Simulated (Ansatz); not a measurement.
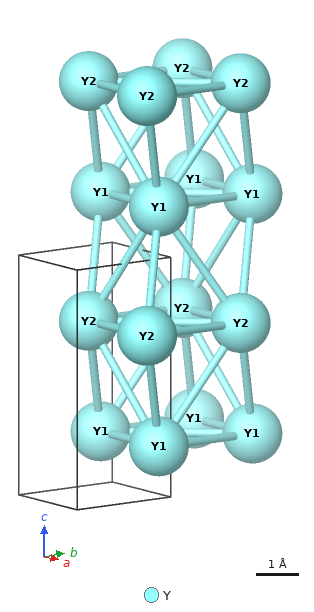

This is a symmetric starting cell of Y. Style: ball-and-stick. Shown: the cell of the calculation, repeated 2 × 2 × 2 with one cell outlined, slightly off an axis.

Level of theory: DFT PBE, scalar-relativistic, plane waves, PAW in Ansatz. (plane-wave cutoff 420 eV; k-point mesh 15 × 15 × 8; occupations gaussian; smearing width 0.1 eV; no spin polarisation)

Change: The cell is strained by +2.5 % along c and +5.5 % across it (volume +14.0 %), the atoms keeping their fractional coordinates. No relaxation follows. The starting cell wasn't computed here and needn't be at equilibrium, so pressure and forces aren't due to the change alone.

**What does the calculation give for the changed structure?**

The pressure is −4.6 GPa (not all of it need come from the change, since the unchanged cell can be under pressure at this level too). The principal stresses (compression positive) are −4.1 GPa along c and −4.9 GPa across it. All forces vanish by symmetry. Some distances before and after: Y–Y 3.651 → 3.852 Å, Y–Y 3.564 → 3.690 Å. The space group stays P6_3/mmc (No. 194).

Drawn alike, the variant:

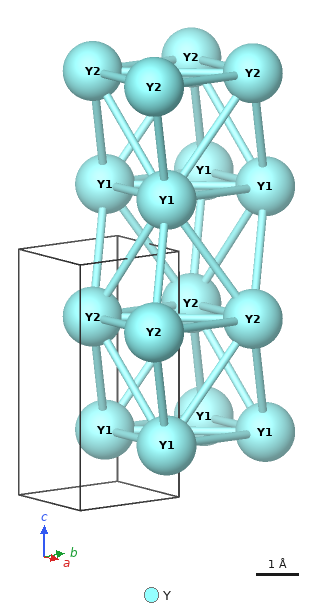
